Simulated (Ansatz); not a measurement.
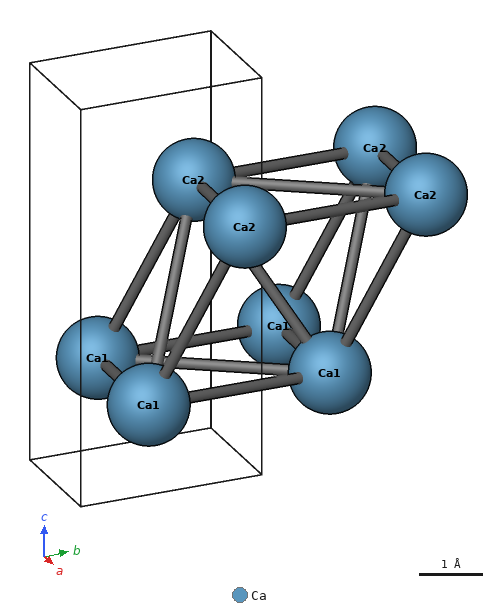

The starting point is a symmetric starting cell of Ca. A ball-and-stick model of the cell of the calculation, reduced to other axes, repeated 2 × 2 × 1 with one cell outlined, seen slightly off an axis. Lengths and directions refer to the drawn axes.

These are results of DFT PBE, scalar-relativistic, plane waves, PAW (Ansatz 0.2.0), not measurements. Set-up: plane-wave cutoff 420 eV; k-point mesh 12 × 12 × 8; occupations gaussian; smearing width 0.1 eV; no spin polarisation.

The variant: The cell is strained by +1.3 % along [1 2 0], +1.1 % along a, −0.3 % along c (volume +2.1 %) and atoms are displaced by 0.10 Å relative to the cell: Ca1 0.10 Å along [1 2 0]. No relaxation follows. The starting cell wasn't computed here and needn't be at equilibrium, so pressure and forces aren't due to the change alone.

Input
```yaml
crystal:
  lattice:
    - [1.9929206054, -3.4393599131, 0.0]
    - [1.9929206054, 3.4393599131, 0.0]
    - [0.0, 0.0, 6.4892589492]
  atoms:
    - { symbol: Ca, position: [0.8208611856, 0.1791388144, 0.25] }
    - { symbol: Ca, position: [0.1791388144, 0.8208611856, 0.75] }
basis:
  ecutwfc: 420
kpoints:
  mp_grid: { grid: [12, 12, 8] }
hamiltonian:
  xc: pbe
scf:
  occupations: { method: gaussian, width: 0.1 }
output:
  forces: true
  stress: true
  eigenvalues: true
```

Q: Predict the response.

A: The pressure is −0.8 GPa (not all of it need come from the change, since the unchanged cell can be under pressure at this level too). The principal stresses (compression positive) are −1.1 GPa along [1 2 0] and −0.6 GPa across it. The largest forces, 0.049 eV/Å, act on Ca1 and Ca2. Near-neighbour distances before and after: Ca–Ca 3.945 → 3.986 to 4.074 Å, Ca–Ca 3.926 → 3.975 Å, Ca–Ca 3.979 → 3.931 Å. The space group stays Cmcm (No. 63).

The changed structure in the same view:

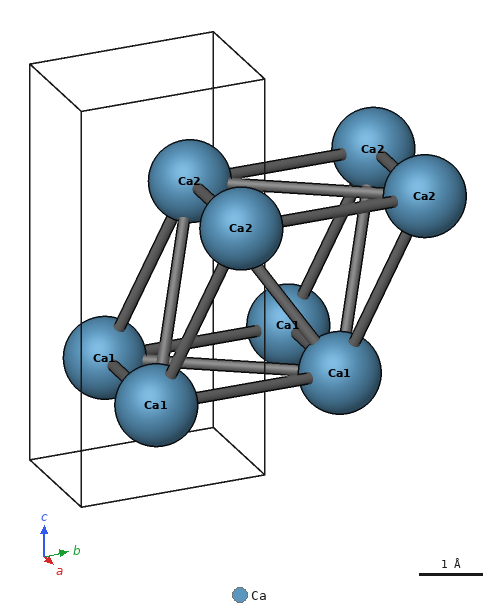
